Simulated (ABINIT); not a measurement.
**Dielectric calculation, with input and output: GaP (part 3 of 3)**

Continued. System: GaP (2 atoms in the cell). Method: Kohn-Sham DFT of a periodic cell, PBE, PseudoDojo NC SR PBE v0.4.1 standard, no spin polarisation (ABINIT 10.8.3); cutoff 979.61 eV, 4×4×4 k-mesh, fixed occupations. The structure derives from an entry of the Crystallography Open Database.

Geometry of the input (Å; fractional positions):
```
0.0000  2.7252  2.7252
2.7252  0.0000  2.7252
2.7252  2.7252  0.0000
Ga 0.0000  0.0000  0.0000
P  0.7500  0.7500  0.7500
```

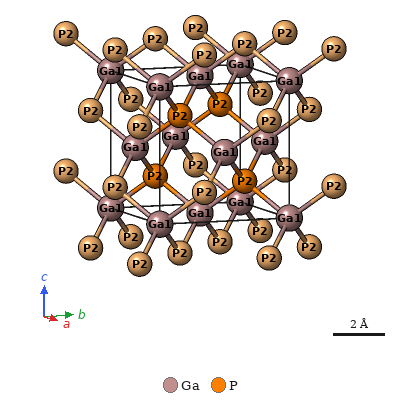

Figure 1. The input geometry (ball-and-stick view of the cell 4 times as large as that of the calculation, set on its symmetry axes, seen slightly off an axis; neighbours outside the cell are drawn fainter; atoms are numbered from 1 in the order of the input).

### File anaddb.abo, continued
```
 Effective charge tensors after
 imposition of the charge neutrality (if requested by user),
 and eventual restriction to some part :
   atom    displacement
         1         1    2.189524E+00    2.191174E-18    2.383928E-18
         1         2    2.191174E-18    2.189524E+00   -1.998419E-18
         1         3   -2.191174E-18   -2.191174E-18    2.189524E+00
         2         1   -2.189524E+00   -2.191174E-18   -2.383928E-18
         2         2   -2.191174E-18   -2.189524E+00    1.998419E-18
         2         3    2.191174E-18    2.191174E-18   -2.189524E+00
 Now, the imaginary part of the dynamical matrix is zeroed

================================================================================

 anaddb : the run completed successfully.
```
